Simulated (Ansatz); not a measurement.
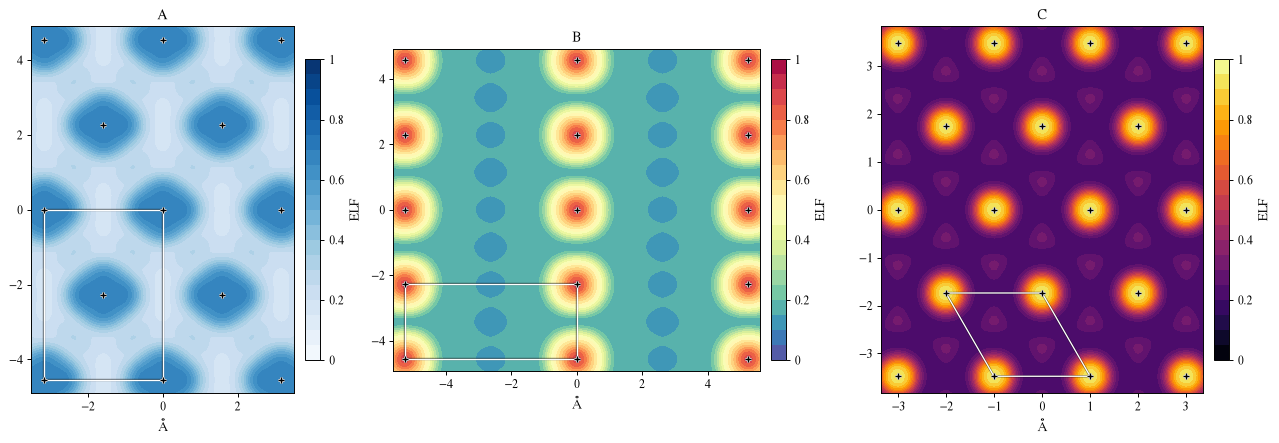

The ELF of 3 systems, each on a plane through atoms (crosses mark nuclei in the plane).

Level of theory: DFT r2SCAN, scalar-relativistic, plane waves, PAW in Ansatz 0.2.0.

System 1: Ag, the (100) plane of the conventional cell. Space group R-3m; a structure from a database of computed crystals, not necessarily the ambient phase; computed pressure about 22 GPa in this cell; computed without spin polarisation.

```
CELL_PARAMETERS angstrom
3.71176 0.00000 -3.71176
-3.71176 3.71176 0.00000
1.31768 1.31768 1.31768
ATOMIC_POSITIONS crystal
Ag 0.00000 0.00000 0.00000
Ag 0.66667 0.33333 0.33333
Ag 0.33333 0.66667 0.66667
```

System 2: Pt, the (011) plane of the conventional cell. Space group I4/mmm; a structure from a database of computed crystals, not necessarily the ambient phase; changed on purpose from its base cell (strain +0.000 along x and y, +0.030 along z, atoms carried along); computed pressure about −13 GPa in this cell.

System 3: Cu, the (001) plane of the conventional cell. Space group R-3m; computed pressure about 120 GPa in this cell; computed without spin polarisation.

```cif
data_structure
_symmetry_space_group_name_H-M 'P 1'
_symmetry_Int_Tables_number 1
_cell_length_a 2.0075
_cell_length_b 2.0075
_cell_length_c 9.8345
_cell_angle_alpha 90.000
_cell_angle_beta 90.000
_cell_angle_gamma 120.000
_cell_volume 34.32
loop_
_atom_site_label
_atom_site_type_symbol
_atom_site_fract_x
_atom_site_fract_y
_atom_site_fract_z
_atom_site_occupancy
Cu1 Cu 0.00000 0.00000 0.00000 1
Cu2 Cu 0.66667 0.33333 0.33333 1
Cu3 Cu 0.33333 0.66667 0.66667 1
```

### Which map belongs to which system?

Panel A is system 2, Pt: the plane holds Pt. Pt–Pt (2.77 Å): the ELF is about 0.30 at the midpoint: no shared electron pair shows on this line. Panel B is system 1, Ag: the plane holds Ag. Ag–Ag (2.28 Å): the ELF is about 0.15 at the midpoint (no shared electron pair shows on this line). Panel C is system 3, Cu: the plane holds Cu. Cu–Cu (2.01 Å): the ELF is about 0.20 at the midpoint: no localised pair shows between them.
